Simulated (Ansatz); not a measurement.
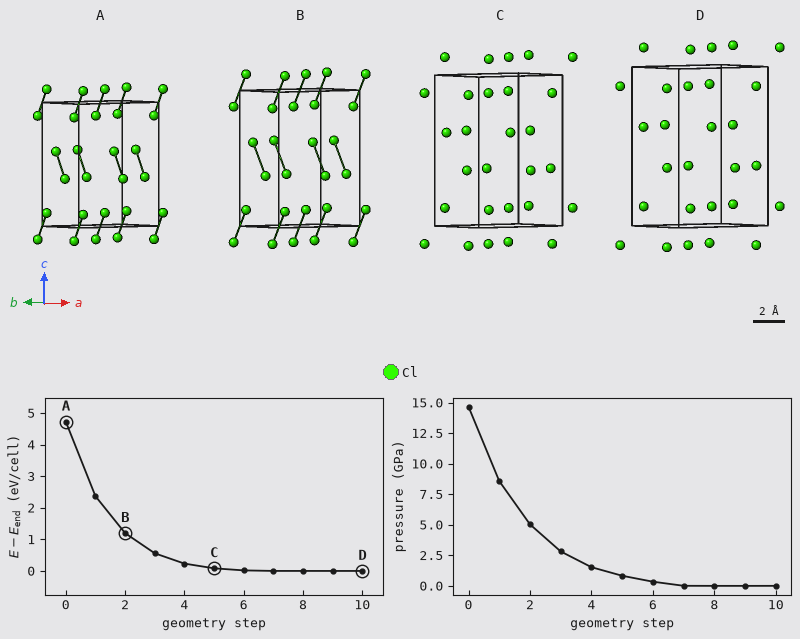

Frames of a relaxation of a crystal of Cl (a generated structure, set up in Cmce), marked on the history of the run. The picture is a ball-and-stick view of the conventional cell (2 times the calculation's cell), seen from a free direction. Lengths and directions refer to the drawn axes.

Method: Ansatz, DFT PBE+D3(BJ), scalar-relativistic, plane waves, PAW; settings changed.

Input
```yaml
crystal:
  lattice:
    - [3.2730018407, -2.0082064339, 0.0]
    - [3.2730018407, 2.0082064339, 0.0]
    - [0.0, 0.0, 8.1362411373]
  atoms:
    - { symbol: Cl, position: [0.123610237, 0.876389763, 0.1089217153] }
    - { symbol: Cl, position: [0.623610237, 0.376389763, 0.3910782847] }
    - { symbol: Cl, position: [0.876389763, 0.123610237, 0.8910782847] }
    - { symbol: Cl, position: [0.376389763, 0.623610237, 0.6089217153] }
basis:
  ecutwfc: 420
kpoints:
  mp_grid: { grid: [8, 8, 4] }
hamiltonian:
  xc: pbe
  dispersion: d3bj
scf:
  occupations: { method: gaussian, width: 5.0 }
  max_iter: 60
output:
  forces: true
  eigenvalues: true
  stress: true
relax:
  adjacent_minimum: "off"
  f_tol: 0.01
  max_steps: 60
  cell: { stress_tol: 0.1 }
```

Run as
```bash
ansatz run input.yaml --threads 1 --pin off --max-ram 2560MiB --backend cpu --events-out ev --progress --plain --runs-dir out
```

Q: Describe the path.

A: The run was cut off at its time limit before the program reported convergence, but its last step already meets the force threshold: the largest component is 0.0024 eV/Å against 0.01 eV/Å. The pressure is within 0.01 GPa of its target. The input was poor on purpose: a smearing of electronvolts. The largest moves relative to the cell, 0.68 Å, are those of Cl1, Cl2, Cl3 and Cl4. Cl1 goes roughly along −b. Cell: a 6.546 → 7.323 Å (+11.9 %), b 4.016 → 5.144 Å (+28.1 %), c 8.136 → 10.454 Å (+28.5 %). Volume +84.1 %. Near-neighbour distances that change, for instance: Cl1–Cl3 2.032 → 3.684 Å. Bonds break: Cl1–Cl3 (2.03 → 3.68 Å), Cl2–Cl4 (2.03 → 3.68 Å). The space group stays Cmce (No. 64). The energy falls by 4.727 eV per cell of the calculation in 10 geometry steps. The largest force component goes from 4.5 to 0.0024 eV/Å. The pressure goes from 14.67 to 0.00 GPa. From step 0 to 2: Cl atoms move most (0.19 Å), volume +18.2 %, energy −3.530 eV per cell of the calculation. From step 2 to 5: Cl atoms move most (0.34 Å), volume +30.4 %, energy −1.114 eV per cell of the calculation. From step 5 to 10: Cl atoms move most (0.11 Å), volume +19.4 %, energy −83.1 meV per cell of the calculation.

| step | E − E(0), meV/atom | largest force component, eV/Å | pressure, GPa | volume, Å³/atom |
| --- | --- | --- | --- | --- |
| 0 | 0.00 | 4.4666 | 14.67 | 26.739 |
| 1 | -589.97 | 2.0348 | 8.57 | 29.100 |
| 2 | -882.46 | 0.8624 | 5.03 | 31.617 |
| 3 | -1042.06 | 0.3695 | 2.81 | 34.659 |
| 4 | -1123.59 | 0.1591 | 1.52 | 37.888 |
| 5 | -1160.95 | 0.0551 | 0.82 | 41.236 |
| 6 | -1177.38 | 0.0220 | 0.34 | 45.020 |
| 7 | -1181.57 | 0.0025 | 0.00 | 48.619 |
| 8 | -1181.62 | 0.0015 | 0.00 | 48.759 |
| 9 | -1181.72 | 0.0026 | 0.00 | 49.150 |
| 10 | -1181.74 | 0.0024 | 0.00 | 49.227 |
